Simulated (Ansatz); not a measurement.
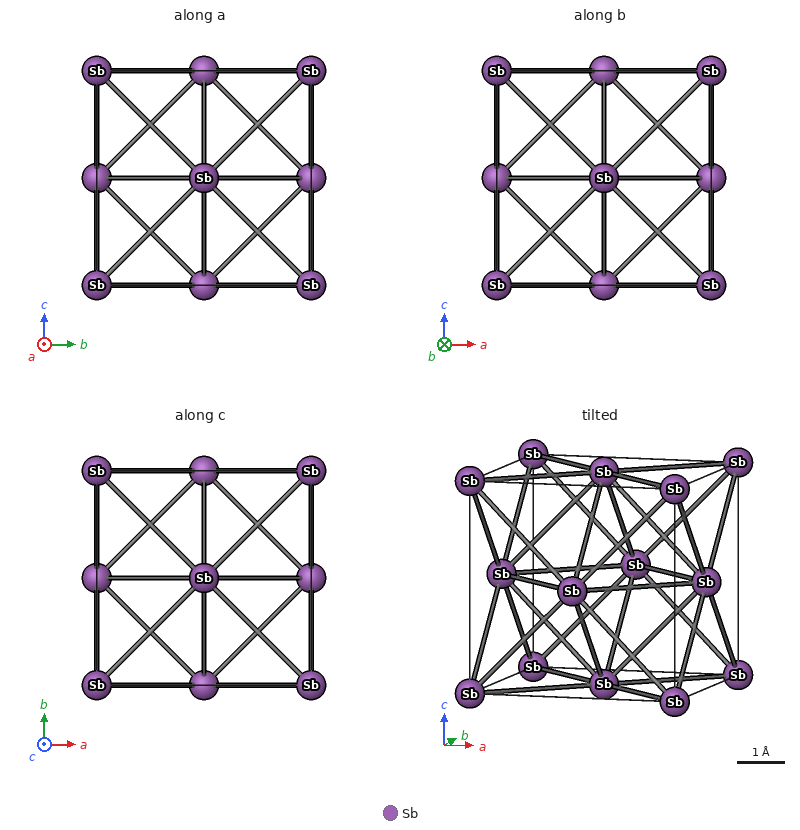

The figure gives a ball-and-stick picture of the atoms, viewed along the a axis, along the b axis, along the c axis and slightly off an axis. The parallelepiped is the conventional unit cell.

Lattice parameters: a = 4.583 Å, b = 4.583 Å, c = 4.583 Å, α = 90.00°, β = 90.00°, γ = 90.00°.

Put the structure into a table of Wyckoff sites.

Answer. Space group Fm-3m (No. 225).
```tsv
atom	site	x	y	z
Sb	4a	0.0000	0.0000	0.0000
```

The cell started as a structure type filled with this element by a generator (whether the element takes this form wasn't checked). Earlier steps of the study may have refined or changed the cell and positions. Ansatz was used for an electronic-structure calculation on it.

At this level of theory the cell isn't at rest (compressed, at 7 GPa), so its distances can differ from those at equilibrium, the more so the softer the solid.
